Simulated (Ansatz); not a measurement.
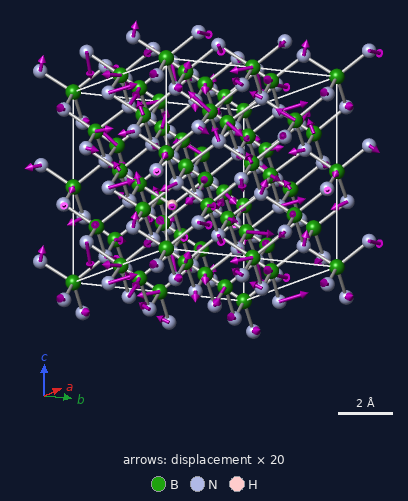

This is a relaxation of a defect cell of composition B₃₂N₃₂H. The starting structure is drawn; purple arrows show the displacements, 20 times their true length.

The picture is a ball-and-stick view of the cell of the calculation, seen from a free direction.

Method: Ansatz 0.2.0, DFT, PBEsol, PAW, plane waves. Set-up: plane-wave cutoff 420 eV; k-point mesh 1 × 1 × 1; mesh shifted by (0.25, 0.25, 0.25); collinear spin; atoms relaxed in a fixed cell; force threshold 0.03 eV/Å; at most 80 steps.

> What did the optimiser do to the structure, and how much energy did it gain?

The largest move is that of an N atom, 0.063 Å along [−3 2 −3]. By element the largest moves are N 0.063 Å, B 0.056 Å, H 0.016 Å. The lattice vectors keep their values. Among the contacts that change: B–N 1.626 → 1.558 Å, B–N 1.496 → 1.563 Å, B–N 1.615 → 1.549 Å, B–N 1.537 → 1.583 Å. Bond angles that change, for instance: N–B–N 104.8° → 109.7°, N–B–N 113.9° → 109.5°, B–N–B 113.5° → 109.3°. After 4 geometry steps the energy has fallen by 1.180 eV per cell of the calculation. The largest force component goes from 2.1 to 0.014 eV/Å. The run took 23 s on 7 threads of Arm Neoverse-V2, peak memory 1.2 GiB.

Limits of the set-up: the periodic images lie only 7.2 Å apart, so the values are limited by the cell's size.
